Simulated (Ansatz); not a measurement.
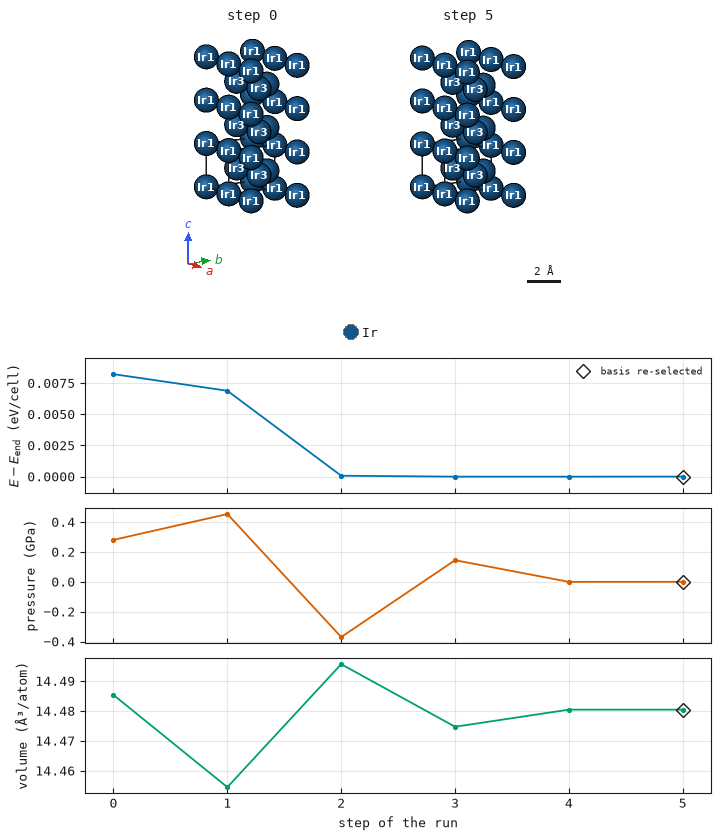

First and last geometry of a relaxation of crystalline Ir (built on the omega_191 type), with the history of the run. The picture is a spheres-only view of the cell of the calculation, repeated 2 × 1 × 3 with one cell outlined, seen slightly off an axis.

Case: omega type (P6/mmm, No. 191).

Level of theory: Ansatz, DFT PBEsol, scalar-relativistic, plane waves, PAW. Settings: plane-wave cutoff 420 eV; k-point mesh 12 × 12 × 18; occupations gaussian; smearing width 0.1 eV; no spin polarisation; cell and atoms relaxed; force threshold 0.01 eV/Å; at most 80 steps.

### Read the history and describe the run.

It converged. No atom moves by more than 0.005 Å relative to the cell. The drawn cell changes at constant volume: a = b 4.316 → 4.336 Å (+0.5 %), c 2.694 → 2.669 Å (−0.9 %). Near-neighbour distances that change, for instance: Ir–Ir 2.694 → 2.669 Å, Ir–Ir 2.492 → 2.503 Å. The space group stays P6/mmm (No. 191). Over 4 accepted moves (5 points after the start) the energy falls by 8.2 meV per cell of the calculation. All forces vanish by symmetry, so only the cell relaxes. Pressure: 0.28 GPa at the start and 0.00 GPa at the end. At 1 point the geometry stayed and the basis and grid were re-selected for the new cell (energy shift of less than 0.05 meV per cell of the calculation at most each time). The run took about 80 core-seconds on a shared host.

```
step  E − E(0), meV/atom  pressure, GPa  volume, Å³/atom                      note
   0                0.00           0.28           14.485                          
   1               -0.44           0.45           14.455                          
   2               -2.72          -0.37           14.496                          
   3               -2.74           0.14           14.475                          
   4               -2.74           0.00           14.480                          
   5               -2.74           0.00           14.480  same geometry, new basis
```
